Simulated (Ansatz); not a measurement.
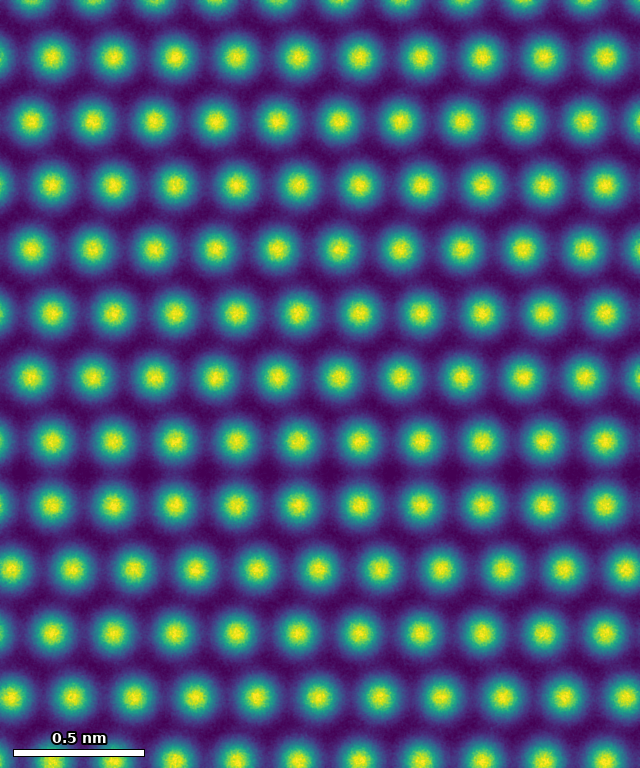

HAADF-like image of Mo (P6_3/mmc, No. 194) along [100]. The image is simulated as a sum over atoms of Z^1.7, blurred by a 1.26 Å probe (no channelling). The probe carries 15 % of its weight in a tail 2.5 times as wide. Shot noise was added.

One planar defect was built into the perfect crystal by geometry alone, without relaxation. Host structure: the end point of a relaxation at fixed volume with DFT r2SCAN, scalar-relativistic, plane waves, PAW (Ansatz 0.2.0); the starting structure was generated, so it need not be a known form of this composition.

**Where does the periodic pattern break, and how?**

A planar fault (a stacking fault) runs horizontally about 18 Å below the top edge. The part above it is shifted along the boundary by 2/3 of the 2.37 Å repeat of the rows (1.6 Å to the right, the same as 0.8 Å to the left); both parts keep the same orientation.
